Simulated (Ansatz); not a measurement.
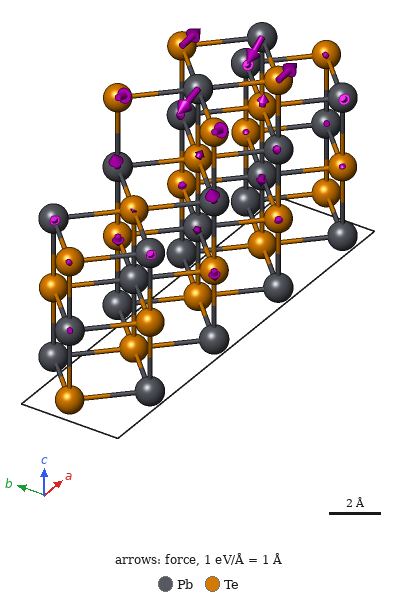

Starting geometry of a slab of composition TePb (cut from the Fm-3m phase) with the computed forces as purple arrows. Style: ball-and-stick. Shown: the cell of the calculation, outlined in the plane, without the vacuum (origin shifted), from a free direction.

Case: stripe of 2 of 4 rows, two steps. 8 atoms are held fixed.

The calculation used DFT PBEsol, scalar-relativistic, plane waves, PAW (Ansatz 0.2.0). Set-up: plane-wave cutoff 420 eV; k-point mesh 2 × 6 × 1; occupations gaussian; smearing width 0.05 eV; no spin polarisation; dipole correction; atoms relaxed in a fixed cell; force threshold 0.02 eV/Å; at most 45 steps.

What follows when this structure is relaxed?

Answer. It isn't relaxed: the largest force vector, on a Pb atom, is 1.53 eV/Å. The final displacements follow the starting forces only in part (cosine between the two patterns 0.65). The largest move is that of a Pb atom, 0.46 Å at 57° to the normal (−c side). Largest moves by element: Pb 0.46 Å, Te 0.16 Å. The lattice vectors keep their values. Some distances before and after: Pb–Te 3.222 → 3.545 Å, Pb–Te 3.222 → 3.493 Å, Pb–Te 3.222 → 3.002 Å, Pb–Te 3.222 → 3.025 Å. Bond angles that change, for instance: Pb–Te–Pb 90.0° → 81.4°, Pb–Te–Pb 180.0° → 171.5°, Te–Pb–Te 90.0° → 98.1°. The energy falls by 0.957 eV per cell of the calculation in 5 accepted moves (6 points after the start). The largest force component goes from 1.5 to 0.0072 eV/Å. The line search rejected the trial step at point 4 of the run.
